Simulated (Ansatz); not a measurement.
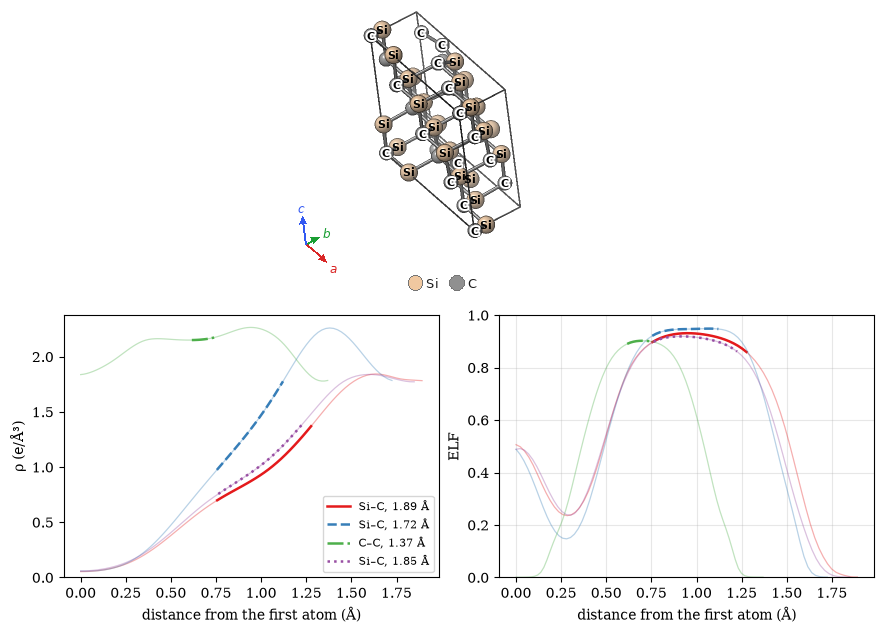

Figure. Si$_{16}$C$_{17}$ (cell with a defect). Valence electron density and electron localisation function along straight lines between neighbouring atoms. Thin, pale parts lie inside the atomic spheres. The structure is drawn too.

All numbers below come from DFT PBE, scalar-relativistic, plane waves, PAW in Ansatz.

Core electrons are frozen (PAW), and the valence fields are smoothed inside the atomic spheres.

Input file:

```
crystal:
  lattice:
    - [4.3797259441, 4.3797259441, 4.3797259441]
    - [-4.3797259441, 4.3797259441, -4.3797259441]
    - [-4.3797259441, -4.3797259441, 4.3797259441]
  atoms:
    - { symbol: Si, position: [0.25, 0.0, 0.0] }
    - { symbol: Si, position: [0.25, 0.75, 0.25] }
    - { symbol: Si, position: [0.5, 0.75, 0.0] }
    - { symbol: Si, position: [0.25, 0.5, 0.5] }
    - { symbol: Si, position: [0.5, 0.5, 0.25] }
    - { symbol: Si, position: [0.75, 0.5, 0.0] }
    - { symbol: Si, position: [0.25, 0.25, 0.75] }
    - { symbol: Si, position: [0.5, 0.25, 0.5] }
    - { symbol: Si, position: [0.75, 0.25, 0.25] }
    - { symbol: Si, position: [0.0, 0.25, 0.0] }
    - { symbol: Si, position: [0.5, 0.0, 0.75] }
    - { symbol: Si, position: [0.75, 0.0, 0.5] }
    - { symbol: Si, position: [0.0, 0.0, 0.25] }
    - { symbol: Si, position: [0.75, 0.75, 0.75] }
    - { symbol: Si, position: [0.0, 0.75, 0.5] }
    - { symbol: Si, position: [0.0, 0.5, 0.75] }
    - { symbol: C, position: [0.5, 0.25, 0.25] }
    - { symbol: C, position: [0.5, 0.0, 0.5] }
    - { symbol: C, position: [0.75, 0.0, 0.25] }
    - { symbol: C, position: [0.5, 0.75, 0.75] }
    - { symbol: C, position: [0.75, 0.75, 0.5] }
    - { symbol: C, position: [0.0, 0.75, 0.25] }
    - { symbol: C, position: [0.5, 0.5, 0.0] }
    - { symbol: C, position: [0.75, 0.5, 0.75] }
    - { symbol: C, position: [0.0, 0.5, 0.5] }
    - { symbol: C, position: [0.25, 0.5, 0.25] }
    - { symbol: C, position: [0.75, 0.25, 0.0] }
    - { symbol: C, position: [0.0, 0.25, 0.75] }
    - { symbol: C, position: [0.25, 0.25, 0.5] }
    - { symbol: C, position: [0.0, 0.0, 0.0] }
    - { symbol: C, position: [0.25, 0.0, 0.75] }
    - { symbol: C, position: [0.25, 0.75, 0.0] }
    - { symbol: C, position: [0.4716759314, -0.0331584394, -0.0144857876] }
basis:
  ecutwfc: 420
  xc_grid: 2
kpoints:
  mp_grid: { grid: [2, 2, 2], shift: [0.5, 0.5, 0.5] }
hamiltonian:
  xc: pbe
scf:
  occupations: { method: gaussian, width: 0.02 }
output:
  forces: true
  stress: false
  eigenvalues: true
  write_density: true
  write_potential: true
  elf: true
  volumetric_format: npy
relax:
  adjacent_minimum: "off"
  f_tol: 0.02
  max_steps: 60
```

Command:

```sh
ansatz run input.yaml --threads 4 --pin off --max-ram 10240MiB --backend cpu --events-out ev --progress --plain --runs-dir out
```

The fields are those of the run's last geometry, not of the input's.

### What can be read from the curves?

Si–C (1.89 Å): the density is about 0.88 e/Å³ at the midpoint; the ELF peaks at about 0.95 between the atoms (localised, covalent bonding).
Si–C (1.72 Å): the density is about 1.2 e/Å³ at the midpoint; the ELF peaks at about 0.95 between the atoms (localised, covalent bonding).
C–C (1.37 Å): ρ is about 2.2 e/Å³ halfway; the ELF peaks at about 0.90 between the atoms: localised, covalent bonding.
Si–C (1.85 Å): ρ at the midpoint is about 0.93 e/Å³; the ELF peaks at about 0.90 between the atoms: a covalent bond.
